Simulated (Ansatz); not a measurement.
**Geometry relaxation, with input and output: Zn3H8O3 (part 4 of 6)**

Zn3H8O3 (28 atoms in the cell); DFT PBE, scalar-relativistic, plane waves, PAW, no spin polarisation (Ansatz 0.2.0); cutoff 420 eV, 1×1×6 k-mesh, Gaussian smearing of 0.05 eV. The structure derives from an entry of the Crystallography Open Database. It belongs to a series of runs on one base structure; here: wire along [0 0 1], 12 atoms a period, capped with H.

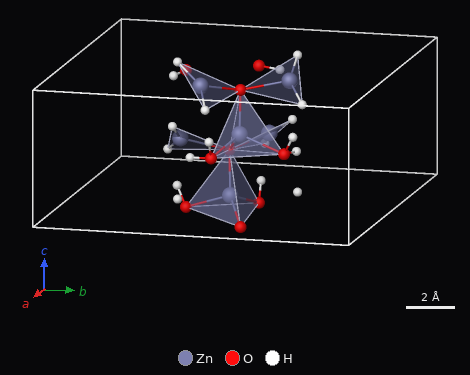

**Figure 1.** The geometry at step 14 of the log (polyhedral view of the cell of the calculation, with the vacuum cut short, seen slightly off an axis; polyhedra are completed across the faces of the cell).

Trajectory as extended XYZ, continued
```
28
Lattice="16.5000 0.0000 0.0000 0.0000 15.5000 0.0000 0.0000 0.0000 5.5156" Properties=species:S:1:pos:R:3:forces:R:3 step=7 energy=-23570.03681 pressure_GPa=0.21
Zn    7.7347    5.1989    2.4279   -0.1704  -0.1706  -0.1169
Zn    5.7826    8.5790    2.4284   -0.2323  -0.0627  -0.1154
Zn    8.8906    8.1193    2.9788    0.0696   0.0402  -0.1682
Zn    7.6094    7.3807    5.7365   -0.0696  -0.0402  -0.1682
Zn   10.7174    6.9210    5.1862    0.2323   0.0627  -0.1154
Zn    8.7653   10.3011    5.1857    0.1704   0.1706  -0.1169
O     7.4087    7.2640    2.1149    0.0612   0.0356   0.0945
O    10.5996    7.1246    2.1578   -0.4895   0.3926  -0.6593
O     8.8844   10.0969    2.1575    0.0815  -0.6227  -0.6634
O     7.6156    5.4031    4.9153   -0.0815   0.6227  -0.6634
O     5.9004    8.3754    4.9156    0.4895  -0.3926  -0.6593
O     9.0913    8.2360    4.8727   -0.0612  -0.0356   0.0945
H     6.5289    4.4513    1.7102    0.1618   0.0633   0.1217
H     9.3120    5.0924    2.6369   -0.0368  -0.0212   0.0537
H     4.5325    7.9076    1.7120    0.1353   0.1080   0.1199
H     6.4792    9.9978    2.6379   -0.0322  -0.0195   0.0512
H    10.0208    5.5022    5.3956    0.0322   0.0195   0.0512
H    11.9675    7.5924    4.4698   -0.1353  -0.1080   0.1199
H     7.1880   10.4076    5.3947    0.0368   0.0212   0.0537
H     9.9711   11.0487    4.4680   -0.1618  -0.0633   0.1217
H    10.2428    6.1945    2.2960   -0.0928  -0.3006   0.0935
H    11.3159    7.2695    2.8046    0.6023   0.0161   0.5458
H     7.9002   10.2526    2.2954   -0.2988   0.0697   0.0940
H     9.3674   10.6443    2.8051    0.3159   0.5161   0.5490
H     7.1326    4.8557    5.5629   -0.3159  -0.5161   0.5490
H     8.5998    5.2474    5.0532    0.2988  -0.0697   0.0940
H     5.1841    8.2305    5.5624   -0.6023  -0.0161   0.5458
H     6.2572    9.3055    5.0538    0.0928   0.3006   0.0935
28
Lattice="16.5000 0.0000 0.0000 0.0000 15.5000 0.0000 0.0000 0.0000 5.5743" Properties=species:S:1:pos:R:3:forces:R:3 step=8 energy=-23570.10817 pressure_GPa=0.03
Zn    7.7690    5.2083    2.4210    0.1137   0.1789   0.0257
Zn    5.8088    8.6034    2.4209    0.2132   0.0008   0.0186
Zn    8.9468    8.1522    2.9102   -0.1161  -0.0648   0.0967
Zn    7.5532    7.3478    5.6973    0.1161   0.0648   0.0967
Zn   10.6912    6.8966    5.2080   -0.2132  -0.0008   0.0186
Zn    8.7310   10.2917    5.2081   -0.1137  -0.1789   0.0257
O     7.4506    7.2876    2.0524   -0.1158  -0.0683   0.0055
O    10.6531    7.1934    2.1640    0.2434  -0.0374   0.1381
O     8.9688   10.1093    2.1636    0.1169   0.2243   0.1405
O     7.5312    5.3907    4.9508   -0.1169  -0.2243   0.1405
O     5.8469    8.3066    4.9511   -0.2434   0.0374   0.1381
O     9.0494    8.2124    4.8395    0.1158   0.0683   0.0055
H     6.6551    4.3866    1.6940   -0.0484  -0.0405  -0.0183
H     9.3118    5.2240    2.8236   -0.0130  -0.0742  -0.0158
H     4.5407    8.0490    1.6939   -0.0615  -0.0201  -0.0168
H     6.5988    9.9301    2.8162   -0.0831   0.0320   0.0025
H     9.9012    5.5699    5.6033    0.0831  -0.0320   0.0025
H    11.9593    7.4510    4.4810    0.0615   0.0201  -0.0168
H     7.1882   10.2760    5.6107    0.0130   0.0742  -0.0158
H     9.8449   11.1134    4.4811    0.0484   0.0405  -0.0183
H    10.2560    6.2706    2.2978    0.0231  -0.0269  -0.0291
H    11.3552    7.2648    2.8797   -0.1505   0.0522  -0.1572
H     7.9719   10.2273    2.3007   -0.0284   0.0307  -0.0389
H     9.3836   10.6807    2.8785   -0.0257  -0.1501  -0.1515
H     7.1164    4.8193    5.6656    0.0257   0.1501  -0.1515
H     8.5281    5.2727    5.0878    0.0284  -0.0307  -0.0389
H     5.1448    8.2352    5.6668    0.1505  -0.0522  -0.1572
H     6.2440    9.2294    5.0850   -0.0231   0.0269  -0.0291
28
Lattice="16.5000 0.0000 0.0000 0.0000 15.5000 0.0000 0.0000 0.0000 5.6780" Properties=species:S:1:pos:R:3:forces:R:3 step=10 energy=-23570.12626 pressure_GPa=-0.10
Zn    7.8000    5.2373    2.4401    0.0117  -0.0846  -0.0390
Zn    5.8494    8.6151    2.4410   -0.0674   0.0607  -0.0287
Zn    8.9252    8.1400    2.9544    0.0072   0.0002   0.0035
Zn    7.5748    7.3600    5.7934   -0.0072  -0.0002   0.0035
Zn   10.6506    6.8849    5.2800    0.0674  -0.0607  -0.0287
Zn    8.7000   10.2628    5.2791   -0.0117   0.0846  -0.0390
O     7.4538    7.2898    2.0437    0.0336   0.0185  -0.0025
O    10.6957    7.2319    2.2055   -0.1727  -0.0334   0.0035
O     9.0266   10.1263    2.2026   -0.1400  -0.1463  -0.0187
O     7.4734    5.3737    5.0416    0.1400   0.1463  -0.0187
O     5.8043    8.2681    5.0445    0.1727   0.0334   0.0035
O     9.0462    8.2102    4.8827   -0.0336  -0.0185  -0.0025
H     6.6836    4.3867    1.7144    0.0501   0.0749   0.0378
H     9.3154    5.2058    2.9416   -0.0538   0.0523  -0.0313
H     4.5537    8.0779    1.7138    0.0894   0.0006   0.0404
H     6.5796    9.9414    2.9492    0.0237  -0.0748  -0.0483
H     9.9204    5.5586    5.7882   -0.0237   0.0748  -0.0483
H    11.9463    7.4221    4.5528   -0.0894  -0.0006   0.0404
H     7.1846   10.2942    5.7806    0.0538  -0.0523  -0.0313
H     9.8164   11.1133    4.5535   -0.0501  -0.0749   0.0378
H    10.3404    6.3005    2.3472    0.0960   0.0654  -0.0463
H    11.3739    7.3543    2.9248    0.0463  -0.0445   0.0734
H     8.0414   10.2815    2.3378    0.0977   0.0562  -0.0340
H     9.4643   10.6543    2.9242    0.0088   0.0751   0.0904
H     7.0357    4.8457    5.7632   -0.0088  -0.0751   0.0904
H     8.4586    5.2185    5.1769   -0.0977  -0.0562  -0.0340
H     5.1261    8.1457    5.7639   -0.0463   0.0445   0.0734
H     6.1596    9.1995    5.1862   -0.0960  -0.0654  -0.0463
28
Lattice="16.5000 0.0000 0.0000 0.0000 15.5000 0.0000 0.0000 0.0000 5.7156" Properties=species:S:1:pos:R:3:forces:R:3 step=11 energy=-23570.14155 pressure_GPa=-0.03
Zn    7.8057    5.2407    2.4377    0.0188  -0.0013   0.0045
Zn    5.8550    8.6189    2.4386    0.0072   0.0177   0.0046
Zn    8.9178    8.1354    2.9913    0.0376   0.0216  -0.0169
Zn    7.5822    7.3646    5.8491   -0.0376  -0.0216  -0.0169
Zn   10.6450    6.8811    5.2965   -0.0072  -0.0177   0.0046
Zn    8.6943   10.2593    5.2955   -0.0188   0.0013   0.0045
O     7.4668    7.2974    2.0573   -0.0503  -0.0300  -0.0408
O    10.7033    7.2582    2.2367    0.0166   0.0448   0.0242
O     9.0510   10.1199    2.2356    0.0469  -0.0069   0.0239
O     7.4490    5.3801    5.0934   -0.0469   0.0069   0.0239
O     5.7967    8.2418    5.0945   -0.0166  -0.0448   0.0242
O     9.0332    8.2026    4.9152    0.0503   0.0300  -0.0408
H     6.6778    4.4218    1.7151   -0.0172  -0.0111  -0.0052
H     9.2953    5.2240    2.9820   -0.0174  -0.0048   0.0006
H     4.5816    8.0519    1.7162   -0.0178  -0.0096  -0.0048
H     6.5861    9.9171    2.9825   -0.0129  -0.0126   0.0000
H     9.9139    5.5829    5.8403    0.0129   0.0126   0.0000
H    11.9184    7.4481    4.5741    0.0178   0.0096  -0.0048
H     7.2047   10.2760    5.8398    0.0174   0.0048   0.0006
H     9.8222   11.0782    4.5729    0.0172   0.0111  -0.0052
H    10.3962    6.3126    2.3185   -0.0161   0.0176  -0.0001
H    11.3748    7.3639    2.9695   -0.0269  -0.0135   0.0046
H     8.0785   10.3267    2.3168    0.0081  -0.0230   0.0012
H     9.4779   10.6491    2.9684   -0.0256  -0.0173   0.0045
H     7.0221    4.8509    5.8262    0.0256   0.0173   0.0045
H     8.4215    5.1733    5.1746   -0.0081   0.0230   0.0012
H     5.1252    8.1361    5.8273    0.0269   0.0135   0.0046
H     6.1038    9.1874    5.1763    0.0161  -0.0176  -0.0001
28
Lattice="16.5000 0.0000 0.0000 0.0000 15.5000 0.0000 0.0000 0.0000 5.7486" Properties=species:S:1:pos:R:3:forces:R:3 step=12 energy=-23570.14340 pressure_GPa=-0.07
Zn    7.8006    5.2438    2.4365    0.0529   0.0253   0.0276
Zn    5.8549    8.6129    2.4378    0.0468   0.0324   0.0248
Zn    8.9167    8.1348    2.9956    0.0275   0.0150  -0.0301
Zn    7.5833    7.3652    5.8699   -0.0275  -0.0150  -0.0301
Zn   10.6451    6.8871    5.3121   -0.0468  -0.0324   0.0248
Zn    8.6994   10.2562    5.3108   -0.0529  -0.0253   0.0276
O     7.4714    7.3002    2.0458   -0.0338  -0.0204  -0.0145
O    10.7250    7.2938    2.2609   -0.0208  -0.0931   0.0736
O     9.0924   10.1211    2.2606   -0.0834   0.0289   0.0735
O     7.4076    5.3789    5.1349    0.0834  -0.0289   0.0735
O     5.7750    8.2062    5.1351    0.0208   0.0931   0.0736
O     9.0286    8.1998    4.9201    0.0338   0.0204  -0.0145
H     6.6712    4.4243    1.7191   -0.0119  -0.0149  -0.0238
H     9.2738    5.2331    3.0245   -0.0426   0.0042  -0.0003
H     4.5804    8.0441    1.7211   -0.0177  -0.0018  -0.0252
H     6.5827    9.8942    3.0247   -0.0167  -0.0379   0.0014
H     9.9173    5.6058    5.8990    0.0167   0.0379   0.0014
H    11.9196    7.4559    4.5954    0.0177   0.0018  -0.0252
H     7.2262   10.2669    5.8988    0.0426  -0.0042  -0.0003
H     9.8288   11.0757    4.5934    0.0119   0.0149  -0.0238
H    10.4234    6.3451    2.2935    0.0361   0.0846  -0.0044
H    11.3702    7.3699    3.0250   -0.0336   0.0213  -0.0479
H     8.1203   10.3348    2.2953    0.0880  -0.0106  -0.0061
H     9.4831   10.6415    3.0239   -0.0038  -0.0408  -0.0486
H     7.0169    4.8585    5.8982    0.0038   0.0408  -0.0486
H     8.3797    5.1652    5.1696   -0.0880   0.0106  -0.0061
H     5.1298    8.1301    5.8993    0.0336  -0.0213  -0.0479
H     6.0766    9.1549    5.1678   -0.0361  -0.0846  -0.0044
28
Lattice="16.5000 0.0000 0.0000 0.0000 15.5000 0.0000 0.0000 0.0000 5.8557" Properties=species:S:1:pos:R:3:forces:R:3 step=14 energy=-23570.14267 pressure_GPa=-0.17
Zn    7.8015    5.2697    2.4413    0.1397   0.0547   0.1330
Zn    5.8780    8.6031    2.4398    0.1166   0.0956   0.1404
Zn    8.9021    8.1261    2.9986    0.0381   0.0206  -0.1141
Zn    7.5979    7.3739    5.9264   -0.0381  -0.0206  -0.1141
Zn   10.6220    6.8969    5.3676   -0.1166  -0.0956   0.1404
Zn    8.6985   10.2303    5.3691   -0.1397  -0.0547   0.1330
O     7.4822    7.3068    1.9929    0.0217   0.0132   0.0860
O    10.7806    7.3902    2.3251   -0.0350  -0.1744   0.1519
O     9.2022   10.1214    2.3267   -0.1701   0.0597   0.1507
O     7.2978    5.3786    5.2546    0.1701  -0.0597   0.1507
O     5.7194    8.1098    5.2530    0.0350   0.1744   0.1519
O     9.0178    8.1932    4.9208   -0.0217  -0.0132   0.0860
H     6.6990    4.4318    1.6964    0.0169  -0.0191   0.0110
H     9.1857    5.2951    3.2372   -0.1516  -0.0121  -0.0856
H     4.6015    8.0663    1.6953   -0.0081   0.0250   0.0102
H     6.5915    9.7884    3.2390   -0.0883  -0.1289  -0.0931
H     9.9085    5.7116    6.1668    0.0883   0.1289  -0.0931
H    11.8985    7.4337    4.6232    0.0081  -0.0250   0.0102
H     7.3143   10.2049    6.1651    0.1516   0.0121  -0.0856
H     9.8010   11.0682    4.6243   -0.0169   0.0191   0.0110
H    10.5572    6.4274    2.2601    0.1089   0.2424  -0.0329
H    11.3660    7.4569    3.1463   -0.0888  -0.0635  -0.1625
H     8.2562   10.4081    2.2611    0.2675  -0.0266  -0.0291
H     9.5518   10.5949    3.1485   -0.0998  -0.0456  -0.1658
H     6.9482    4.9051    6.0764    0.0998   0.0456  -0.1658
H     8.2438    5.0919    5.1890   -0.2675   0.0266  -0.0291
H     5.1340    8.0431    6.0741    0.0888   0.0635  -0.1625
H     5.9428    9.0726    5.1880   -0.1089  -0.2424  -0.0329
28
Lattice="16.5000 0.0000 0.0000 0.0000 15.5000 0.0000 0.0000 0.0000 5.8644" Properties=species:S:1:pos:R:3:forces:R:3 step=15 energy=-23570.16382 pressure_GPa=-0.10
Zn    7.8033    5.2797    2.4566    0.1013   0.0122   0.0742
Zn    5.8874    8.6000    2.4536    0.0668   0.0923   0.0850
Zn    8.8999    8.1250    2.9920    0.0433   0.0257  -0.1006
Zn    7.6001    7.3750    5.9242   -0.0433  -0.0257  -0.1006
Zn   10.6126    6.9000    5.3858   -0.0668  -0.0923   0.0850
Zn    8.6967   10.2203    5.3888   -0.1013  -0.0122   0.0742
O     7.4822    7.3068    1.9822    0.0353   0.0203   0.1056
O    10.7891    7.4150    2.3243   -0.1059   0.0234   0.0038
O     9.2273   10.1168    2.3256   -0.0423  -0.0923   0.0150
O     7.2727    5.3832    5.2578    0.0423   0.0923   0.0150
O     5.7109    8.0850    5.2564    0.1059  -0.0234   0.0038
O     9.0178    8.1932    4.9144   -0.0353  -0.0203   0.1056
H     6.7222    4.4241    1.6928    0.0417   0.0059   0.0403
H     9.1593    5.3118    3.2994   -0.1359  -0.0067  -0.0890
H     4.6069    8.0921    1.6879    0.0225   0.0306   0.0462
H     6.5937    9.7594    3.2973   -0.0823  -0.1263  -0.0958
H     9.9063    5.7406    6.2295    0.0823   0.1263  -0.0958
H    11.8931    7.4079    4.6201   -0.0225  -0.0306   0.0462
H     7.3407   10.1882    6.2316    0.1359   0.0067  -0.0890
H     9.7778   11.0759    4.6250   -0.0417  -0.0059   0.0403
H    10.5905    6.4559    2.2298    0.0582   0.0333  -0.0688
H    11.3642    7.4740    3.1445    0.0446  -0.0539   0.0288
H     8.2964   10.4215    2.2272    0.0707   0.0298  -0.0637
H     9.5614   10.5860    3.1477   -0.0202   0.0617   0.0199
H     6.9386    4.9140    6.0799    0.0202  -0.0617   0.0199
H     8.2036    5.0785    5.1593   -0.0707  -0.0298  -0.0637
H     5.1358    8.0260    6.0767   -0.0446   0.0539   0.0288
H     5.9095    9.0441    5.1620   -0.0582  -0.0333  -0.0688
28
Lattice="16.5000 0.0000 0.0000 0.0000 15.5000 0.0000 0.0000 0.0000 5.8162" Properties=species:S:1:pos:R:3:forces:R:3 step=17 energy=-23570.13112 pressure_GPa=0.07 accepted=F
Zn    7.8256    5.2889    2.4944   -0.4411  -0.0113  -0.4210
Zn    5.9019    8.6105    2.4995   -0.2704  -0.4205  -0.4351
Zn    8.9229    8.1373    3.0154    0.1784   0.1008  -0.0179
Zn    7.5771    7.3627    5.9235   -0.1784  -0.1008  -0.0179
Zn   10.5981    6.8895    5.4076    0.2704   0.4205  -0.4351
Zn    8.6744   10.2111    5.4025    0.4411   0.0113  -0.4210
O     7.4976    7.3167    2.0371   -0.1157  -0.0682  -0.0785
O    10.7952    7.4708    2.2866    0.0546  -0.5703   0.1811
O     9.2919   10.0919    2.2893   -0.5481   0.3075   0.0775
O     7.2081    5.4081    5.1974    0.5481  -0.3075   0.0775
O     5.7048    8.0292    5.1947   -0.0546   0.5703   0.1811
O     9.0024    8.1833    4.9452    0.1157   0.0682  -0.0785
H     6.7858    4.3947    1.7389   -0.0212  -0.0030  -0.1178
H     9.1056    5.2934    3.3401    0.4427   0.0104   0.4009
H     4.6038    8.1496    1.7544    0.0070  -0.0126  -0.1425
H     6.5364    9.7104    3.3532    0.2772   0.4372   0.4002
H     9.9636    5.7896    6.2613   -0.2772  -0.4372   0.4002
H    11.8962    7.3504    4.6625   -0.0070   0.0126  -0.1425
H     7.3944   10.2066    6.2482   -0.4427  -0.0104   0.4009
H     9.7142   11.1053    4.6470    0.0212   0.0030  -0.1178
H    10.6420    6.5318    1.9876   -0.0186   0.4482   0.0296
H    11.3820    7.3785    3.0945   -0.0310   0.1789   0.0119
H     8.4038   10.4291    1.9814    0.4248  -0.2526   0.0646
H     9.4981   10.6453    3.0990    0.1373  -0.0881   0.0470
H     7.0019    4.8547    6.0072   -0.1373   0.0881   0.0470
H     8.0962    5.0709    4.8895   -0.4248   0.2526   0.0646
H     5.1180    8.1215    6.0026    0.0310  -0.1789   0.0119
H     5.8580    8.9682    4.8957    0.0186  -0.4482   0.0296
28
Lattice="16.5000 0.0000 0.0000 0.0000 15.5000 0.0000 0.0000 0.0000 5.8982" Properties=species:S:1:pos:R:3:forces:R:3 step=18 energy=-23570.26041 pressure_GPa=-0.15
Zn    7.8195    5.3069    2.4832    0.0475   0.0137   0.0013
Zn    5.9175    8.6002    2.4814    0.0312   0.0355   0.0174
Zn    8.9119    8.1320    3.0013    0.1697   0.0978  -0.1437
Zn    7.5881    7.3680    5.9504   -0.1697  -0.0978  -0.1437
Zn   10.5825    6.8998    5.4305   -0.0312  -0.0355   0.0174
Zn    8.6805   10.1931    5.4323   -0.0475  -0.0137   0.0013
O     7.5004    7.3177    1.9790   -0.0247  -0.0144   0.1307
O    10.8311    7.5141    2.3469   -0.1002  -0.3525   0.0310
O     9.3374   10.1040    2.3493   -0.3974   0.0958   0.0097
O     7.1626    5.3960    5.2984    0.3974  -0.0958   0.0097
O     5.6689    7.9859    5.2960    0.1002   0.3525   0.0310
O     8.9996    8.1823    4.9281    0.0247   0.0144   0.1307
H     6.8111    4.3914    1.6904    0.0563   0.0197   0.0443
H     9.0650    5.3517    3.4819   -0.0890  -0.0229  -0.0551
H     4.6207    8.1831    1.6892    0.0468   0.0370   0.0406
H     6.5753    9.6545    3.4857   -0.0576  -0.0633  -0.0713
H     9.9247    5.8455    6.4348    0.0576   0.0633  -0.0713
H    11.8793    7.3169    4.6383   -0.0468  -0.0370   0.0406
H     7.4350   10.1483    6.4310    0.0890   0.0229  -0.0551
H     9.6889   11.1086    4.6395   -0.0563  -0.0197   0.0443
H    10.7022    6.5761    2.0465    0.0549   0.3870   0.0263
H    11.3734    7.4573    3.1917   -0.0004  -0.0234  -0.0375
H     8.4608   10.4579    2.0410    0.3941  -0.1545   0.0498
H     9.5511   10.6021    3.1965   -0.0162   0.0133  -0.0435
H     6.9489    4.8979    6.1456    0.0162  -0.0133  -0.0435
H     8.0392    5.0421    4.9901   -0.3941   0.1545   0.0498
H     5.1266    8.0427    6.1408    0.0004   0.0234  -0.0375
H     5.7978    8.9239    4.9956   -0.0549  -0.3870   0.0263
28
Lattice="16.5000 0.0000 0.0000 0.0000 15.5000 0.0000 0.0000 0.0000 5.9166" Properties=species:S:1:pos:R:3:forces:R:3 step=20 energy=-23570.31899 pressure_GPa=-0.19 accepted=F
Zn    7.8996    5.3622    2.4762    0.0173  -0.0219   0.0154
Zn    6.0048    8.6444    2.4741   -0.0080   0.0148   0.0298
Zn    8.9970    8.1827    2.9765   -0.0465  -0.0348   0.0723
Zn    7.5030    7.3173    5.9348    0.0465   0.0348   0.0723
Zn   10.4952    6.8556    5.4324    0.0080  -0.0148   0.0298
Zn    8.6004   10.1378    5.4345   -0.0173   0.0219   0.0154
O     7.5382    7.3398    1.9912    0.0164   0.0169  -0.0194
O    10.8615    7.5671    2.3796    0.1530  -0.4181   0.0169
O     9.3917   10.1076    2.3802   -0.2789   0.3275   0.0029
O     7.1083    5.3924    5.3385    0.2789  -0.3275   0.0029
O     5.6385    7.9329    5.3379   -0.1530   0.4181   0.0169
O     8.9618    8.1602    4.9495   -0.0164  -0.0169  -0.0194
H     6.9961    4.3391    1.6765    0.0895   0.0606   0.0610
H     8.9941    5.3812    3.6607   -0.0317  -0.0144  -0.1293
H     4.6692    8.3713    1.6722    0.0991   0.0544   0.0619
H     6.5644    9.5687    3.6735   -0.0254  -0.0099  -0.1636
H     9.9356    5.9313    6.6318    0.0254   0.0099  -0.1636
H    11.8308    7.1287    4.6306   -0.0991  -0.0544   0.0619
H     7.5059   10.1188    6.6190    0.0317   0.0144  -0.1293
H     9.5039   11.1609    4.6349   -0.0895  -0.0606   0.0610
H    10.7285    6.7048    1.8805    0.0603   0.4060   0.2552
H    11.3825    7.3642    3.2239   -0.1475  -0.0108  -0.2330
H     8.5782   10.4255    1.8855    0.3615  -0.1441   0.2416
H     9.4808   10.6584    3.2244   -0.0832  -0.1090  -0.2114
H     7.0192    4.8416    6.1827    0.0832   0.1090  -0.2114
H     7.9218    5.0745    4.8438   -0.3615   0.1441   0.2416
H     5.1175    8.1358    6.1822    0.1475   0.0108  -0.2330
H     5.7715    8.7952    4.8388   -0.0603  -0.4060   0.2552
```
